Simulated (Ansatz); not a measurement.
**Sampling a charged cell: V_O in HfO2 (P2_1/c)**

Question: how much does the k-point sampling change the (+1/0) level of V_O in HfO2 (P2_1/c), and what does each choice cost? Model: a cell of 96 host atoms with 1 O taken out.

Method: plane-wave PAW DFT; relaxations with PBEsol, then single points with PBEsol, on supercells at fixed charge in a uniform background, in Ansatz 0.2.0.

## Step 1: Set-up

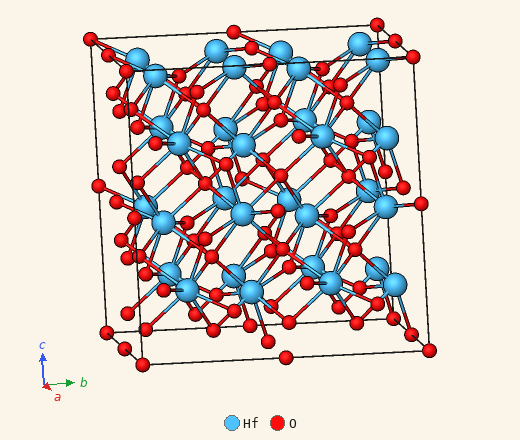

The starting structure, seen slightly off an axis (hafnium blue, oxygen red). Bonds to atoms that aren't drawn are left out. Some periodic images of atoms are drawn too.

The cell holds 95 atoms: 32 Hf and 63 O. Cell: a = 10.192 Å, b = 10.355 Å, c = 10.542 Å, α = 90.0°, β = 99.6°, γ = 90.0°. It derives from HfO2 (space group P2_1/c). Nearest the centre at fractional (0.536, 0.581, 0.420): Hf73 at 2.04 Å, Hf2 at 2.05 Å, Hf87 at 2.13 Å, O90 at 2.53 Å, O22 at 2.57 Å, O92 at 2.79 Å, O81 at 2.79 Å, O11 at 2.81 Å. The cell carries charge +1.

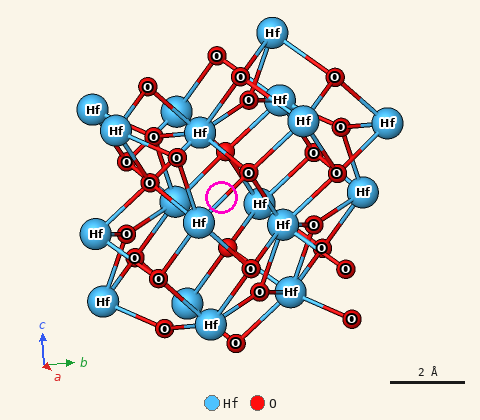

The atoms within 5 Å of the centre. A ring marks the centre wherever it is empty.

The host's dielectric constants go in as inputs: principal values (4.69, 5.07, 5.10) for the electrons alone, principal values (14.94, 18.84, 20.97) with the ions, computed on the host (DFPT, PBEsol).

The cell's shortest repeat is 10.2 Å.

## Step 2: Relaxing both charge states, PBEsol

The study needs fixed structures, so each charge is relaxed once, at one point at (¼, ¼, ¼), from small random displacements that break the symmetry of the site.

File qp1_M1.relax/input.yaml:

```yaml
crystal:
  lattice:
    - [5.09606207, 0.0, -0.00164836]
    - [0.0, 5.17753054, 0.0]
    - [-0.87817712, 0.0, 5.19733713]
  atoms:
    - { symbol: Hf, position: [0.277155, 0.457022, 0.708187] }
    - { symbol: Hf, position: [0.722845, 0.957022, 0.791813] }
    - { symbol: Hf, position: [0.722845, 0.542978, 0.291813] }
    - { symbol: Hf, position: [0.277155, 0.042978, 0.208187] }
    - { symbol: O, position: [0.447132, 0.741797, 0.980022] }
    - { symbol: O, position: [0.552868, 0.241797, 0.519978] }
    - { symbol: O, position: [0.552868, 0.258203, 0.019978] }
    - { symbol: O, position: [0.447132, 0.758203, 0.480022] }
    - { symbol: O, position: [0.071295, 0.337466, 0.340782] }
    - { symbol: O, position: [0.928705, 0.837466, 0.159218] }
    - { symbol: O, position: [0.928705, 0.662534, 0.659218] }
    - { symbol: O, position: [0.071295, 0.162534, 0.840782] }
  supercell: [2, 2, 2]
  defects: [{ vacancy: 83 }]
total_charge: 1
basis:
  ecutwfc: 420
  xc_grid: 2
hamiltonian:
  xc: pbesol
  pseudopotentials: { kind: paw, azcp: { folder: soft_1 }, xc_functional: pbe }
kpoints:
  mp_grid: { grid: [1, 1, 1], shift: [0.25, 0.25, 0.25] }
magnetization:
  spin_polarized: true
  initial_magnetization: 1
  spin_locking: { lock_magnetization: hard }
scf:
  occupations: { method: fixed }
  max_iter: 60
output:
  forces: true
  charged_corrections:
    epsilon: [[5.04, 0.0, 0.14], [0.0, 5.07, 0.0], [0.14, 0.0, 4.75]]
    static_epsilon: [[20.65, 0.0, 1.35], [0.0, 18.84, 0.0], [1.35, 0.0, 15.26]]
    defect_position: [0.535647, 0.581267, 0.420391]
relax:
  f_tol: 0.015
  max_steps: 60
  random_displacement: { amplitude: 0.04, seed: 9803 }
checkpoint:
  write: "../qp1_M1.relax.run"
  compress: false
  write_wavefunctions: true
  write_every: 100000
```

Started as:

```sh
$ ansatz run input.yaml --threads 32 --pin off --max-ram 84787MiB --backend cuda --events-out ev --progress --plain --runs-dir out --max-vram 78GiB
```

Numbers of over 12 decimals in the logs are rounded to 6 here.

What it wrote:

```text
[... repeated set-up lines and file paths are left out, and long positions are rounded to six places ...]
Engine: ansatz 0.2.0, aarch64-unknown-linux-gnu
Pseudopotentials: kind: paw
Pseudopotential: Hf, paw, valence charge 26, recommended cutoff 420 eV (normal), soft_1/Hf.paw.azcp
Pseudopotential: O, paw, valence charge 6, recommended cutoff 420 eV (normal), soft_1/O.paw.azcp
Functional definition: PBEsol
  exchange = pbesol_x
  correlation = pbesol_c
[...]
Crystal: 95 atoms, lattice volume = 1096.995 Å³
Basis set: ecut = 420 eV, 21487 PW (Γ), exchange–correlation on 144×144×144 points (8 copies of the dense FFT grid, shifted against one another)
Bands: 726, of which v1, the nominal top of the filled ones, is band 605 counted from 1 (604 counted from 0)
Symmetry: 1 space group operations
k-points: 1
Non-local potential: Hf, projectors of the file, l = 0: 3, l = 1: 2, l = 2: 2, l = 3: 3
Non-local potential: O, projectors of the file, l = 0: 2, l = 1: 2, l = 2: 1
PAW form: soft (Blöchl's): semilocal exchange-correlation on the pseudo side does not see the compensation charge
PAW frozen core: Hf, regenerated for the run's functional, and the local potential with it (the file was generated under x = pbe(κ = 0.804, μ = 0.219515), c = pbe(β = 0.066725))
PAW frozen core: O, regenerated for the run's functional, and the local potential with it (the file was generated under x = pbe(κ = 0.804, μ = 0.219515), c = pbe(β = 0.066725))
PAW one-centre angular grid: Hf, 590 points (default); XC on 64 Gauss nodes
PAW one-centre angular grid: O, 110 points (default); XC on 64 Gauss nodes
Initial density: superposition of atomic densities (chi_scale 0.1, normalization cell, long waves kept (reshape's long-wave potential 0.33 eV rms))
Starting moments: Σ|m| = 1 μB on 95 of 95 sites
Initial wavefunctions: pseudopotential atomic-orbital guess
[...]
Functional: x = pbesol(κ = 0.804, μ = 0.123457), c = pbesol(β = 0.046)
SCF iter   1: F=—  HF=-534710.906206 eV  |Δ(HF+E_count)|=         —  Δρ=4.92e-2 (↑4.86e-2 ↓4.92e-2)  dr2=9.02e1  dr2_m=6.59e-2  M=1.000 μB ∫|m|=1.074 μB  Hψ=3882
preconditioner: auto → Resta (q_TF=auto, 2.773 Å⁻¹)  ε∞=4.9  [insulator: Δε(μ)=0.300 eV  Ē_g=19.101 eV  n_scr=410 (ndim 8)  ℏωp=37.9 eV  f_vac=0.009  ε∞_Penn≈4.9]
spin=Collinear: Resta preconditioning applied to the charge; magnetization (m = ρ↑ − ρ↓) channel mixes plain (no charge-response kernel on spin).
SCF iter   2: F=—  HF=-534694.206663 eV  |Δ(HF+E_count)|=    1.67e1  Δρ=3.01e-2 (↑2.96e-2 ↓3.01e-2)  dr2=3.45e1  dr2_m=4.54e-2  M=1.000 μB ∫|m|=1.074 μB  Hψ=2832
[...]
SCF iter  11: F=-534683.096059 eV  HF=-534683.096058 eV  |Δ(HF+E_count)|=   2.86e-6  Δρ=6.63e-6 (↑6.52e-6 ↓6.63e-6)  dr2=1.70e-6  dr2_m=2.47e-9  M=1.000 μB ∫|m|=1.037 μB  Hψ=5385
SCF 1 converged in 11 iterations: F = -534683.096059 eV  dr2 = 1.70e-6
[...]
relax step   1: F+E_penalty+E_count = -534683.09605871 eV  Δ(F+E_penalty+E_count) = +0.000e0 eV  max|allowed force component| = 2.703e0 eV/Å  Δτ_max = 0.0000 Å  (11 SCF iters, dr2 threshold 5.63e-6 eV, accepted)
[...]
relax step   2: F+E_penalty+E_count = -534684.86704776 eV  Δ(F+E_penalty+E_count) = -1.771e0 eV  max|allowed force component| = 1.595e0 eV/Å  Δτ_max = 0.1971 Å  (7 SCF iters, dr2 threshold 1.00e-4 eV, accepted)
[...]
relax step   4: F+E_penalty+E_count = -534685.32793731 eV  Δ(F+E_penalty+E_count) = -8.086e-3 eV  max|allowed force component| = 5.986e-2 eV/Å  Δτ_max = 0.0572 Å  (7 SCF iters, dr2 threshold 5.82e-7 eV, accepted)
[...]
relax step   5: F+E_penalty+E_count = -534685.32872541 eV  Δ(F+E_penalty+E_count) = -7.881e-4 eV  max|allowed force component| = 1.206e-2 eV/Å  Δτ_max = 0.0203 Å  (7 SCF iters, accepted)
[...]
NSCF: frozen V_eff on 1 k-points
[...]
SCF converged after 7 iterations
Stability checked in part: among states of this total moment the steps that led to this state did not find it unstable. No probe was made; neither looks for a lower state of another moment (fixed_total_moment; see scf.lower_state_search)
Magnetization: 1.0000 μB (605.0000 up, 604.0000 down)
Absolute magnetization: 1.0347 μB (∫|ρ↑−ρ↓|, with the PAW one-centre terms)
Spin contamination: 0.0018 ħ² per cell (⟨S²⟩ above its minimum at these occupations)
Per-site moments (μB) at R_I (Å): [(0.000407344, 0.835115), (0.050274, 0.835994), (0.000471064, 0.838915), [... 6 left out ...]
Free energy (F): -534685.328725 eV
Harris-Foulkes:  -534685.328725 eV  (|F-HF|=2.91e-9)
Internal energy: -534685.328725 eV  (E = F + TS)
E sigma→0 (E₀):  -534685.328725 eV
Fermi energy:    15.371655 (↑ 15.371655, ↓ 12.823160) eV
--- Per-component energies (eV) ---
  E_band       = -1390.162312
  E_kinetic    = 23577.097160
  E_local      = -236694.858354  (includes V_loc(G=0)·N_el)
  E_nonlocal   = 5586.985747
  E_hartree    = 112421.344382
  E_xc         = -12904.676873
  E_vxc        = -13844.874599  (∫ρ·V_xc dr)
  E_paw        = -252421.925585  (= ΣΔE_a)
  E_vpaw       = -4857.254885  (= ΣTr[D̂ρ^β])
  E_aug_tail   = 0.051456  (compensation charges beyond the density's cutoff)
  E_ewald      = -174291.603594
  E_core_change = 42.256936  (= ΣΔE_core)
  E_smearing   = -0.000000  (= −TS)
  E_closure    = -0.000000  (closes the sum)
  E_deformation_potential = 22.315296  (in the stress; not in F)
  Σ components = -534685.328725   (vs F -534685.328725, Δ=0.00e0)
--- Forces (eV/Å), atoms counted from 1 ---
  atom   1  Hf    -0.00255908    -0.00200625    -0.00333627
  atom   2  Hf    -0.00137385     0.00075939    -0.00682309
  [... 4 atoms left out ...]
  [... 89 more lines of this table ...]
  max |Σ_I F_I| component: 5.56e-5 eV/Å
--- Charged-cell corrections in eV (Makov–Payne, q = +1.000 e, ε = [[20.650, 0.000, 1.350], [0.000, 18.840, 0.000], [1.350, 0.000, 15.260]]) ---
  F (periodic)     = -534685.328725  (uncorrected; the corrections below are reported, never added to it)
  E_corr1          = +0.108893  (monopole, q²α_M/2ε̄L, of the cell on which ε is isotropic)
  F Makov-Payne    = -534685.219833  (F + E_corr1; no measured alignment; for a localised charge, not one spread in a band: unchecked)
  no potential alignment in this run, which stands beside a crystal: run the host's input off ansatz write-host-input, and read the two finished runs by ansatz place-levels (neither reads a slab, a wire or a sheet, whose cell leaves a vacuum)
--- Band table (eV) ---
  k-point 0 ↑: bands = ["-47.5303", "-47.4547", "-47.3990", "-47.3840", "-47.3463", "-47.3439", "-47.3420", "-47.3383", "-47.3282", [... rest cut ...]
  k-point 0 ↓: bands = ["-47.4947", "-47.4029", "-47.3971", "-47.3809", "-47.3449", "-47.3430", "-47.3372", "-47.3275", "-47.3262", [... rest cut ...]
--- Relaxed structure (5 steps of the walk, 5 accepted, 0 SCFs on fresh bases) ---
  F+E_penalty+E_count = -534685.32872541 eV   max|allowed force component| = 1.206e-2 eV/Å
  atoms:
    - { symbol: Hf, position: [0.137437, 0.226110, 0.353150] }
    - { symbol: Hf, position: [0.352442, 0.474642, 0.394367] }
    [... 4 atoms left out ...]
  [... 89 more lines of this table ...]
```

Run time: 7.8 s. Hardware: 1 × NVIDIA GB200 with 32 threads of Arm Neoverse V2, shared host; peak memory 3.1 GiB.

The steps of the relaxation:

```csv
step,energy less that of the first step (eV),largest force component (eV/Å)
1,0.0000,2.7033
2,-1.7710,1.5949
3,-2.2238,0.0965
4,-2.2319,0.0599
5,-2.2327,0.0121
```

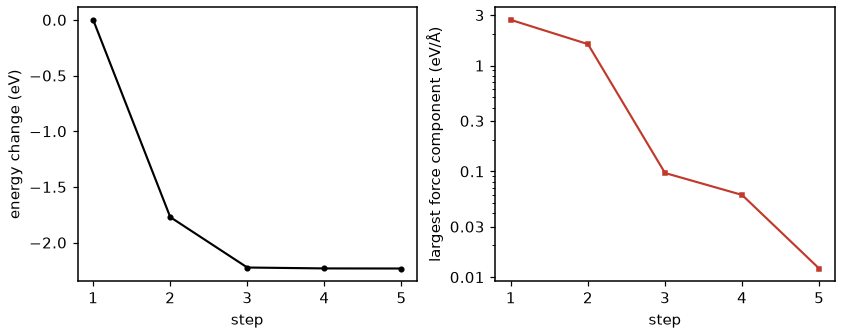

Energy and largest force along the relaxation.

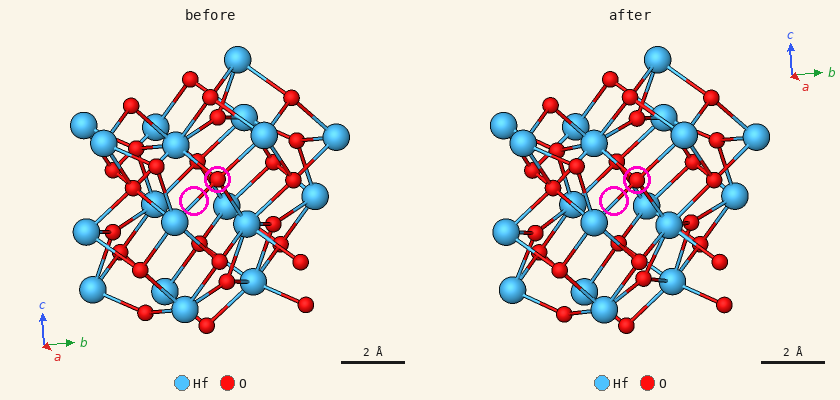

Before and after: the atoms that start within 5 Å of the centre. O90, which moves most, is ringed if it is among them. A ring with no atom in it marks the empty centre.

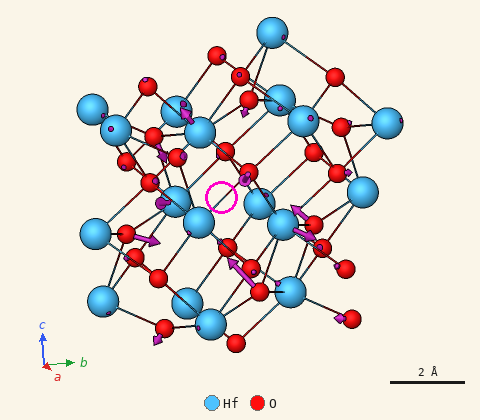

Displacements in the relaxation from the typed sites near the centre, exaggerated, the mean shift taken out; the longest in the cell stands for 0.17 Å. A ring marks the centre wherever it is empty.

The atoms that moved most (Å, from the sites as typed, ahead of the random displacement, the mean shift of all atoms taken out):

| atom | dx | dy | dz | length |
| --- | --- | --- | --- | --- |
| O90 | -0.160 | 0.003 | -0.048 | 0.167 |
| O81 | -0.046 | -0.088 | 0.102 | 0.142 |
| O11 | 0.036 | 0.091 | -0.027 | 0.102 |
| Hf73 | 0.056 | 0.074 | -0.035 | 0.099 |
| Hf2 | -0.088 | -0.038 | -0.014 | 0.097 |
| O35 | -0.008 | -0.060 | 0.056 | 0.083 |
| Hf87 | 0.017 | -0.045 | 0.061 | 0.078 |
| O22 | 0.017 | 0.029 | -0.070 | 0.078 |

Neighbours of the ideal centre at the end:

```csv
atom,distance (Å)
Hf73,2.137
Hf2,2.147
Hf87,2.207
O90,2.363
O22,2.496
O81,2.658
O11,2.735
O35,2.739
O92,2.744
```

```
charge  moment (μB)  steps  largest displacement (Å)   time
     0            0      7                      0.08  7.2 s
    +1            1      5                      0.17  7.8 s
```

The relaxation ends 24 meV an atom lower than the displaced start, with a largest force component of 0.012 eV/Å.

[end of part 1 of 2]

[Logs are printed without paths, hosts, clocks, repeated set-up lines and the standing remarks that a program may print on its own settings, such as how far it seeks lower states.]

[Hosts, paths, dates, database ids (printed as entryN), source tags and the programs' standing remarks are cut or masked in the printed files.]

[Where a table of states has a column of steps, it counts the stored structures, which are thinned; the runs took as many ionic steps or more.]

[For some hosts the program warned that the k-mesh of the response run may be too coarse for force constants and the static dielectric constant; such warnings are not shown here.]
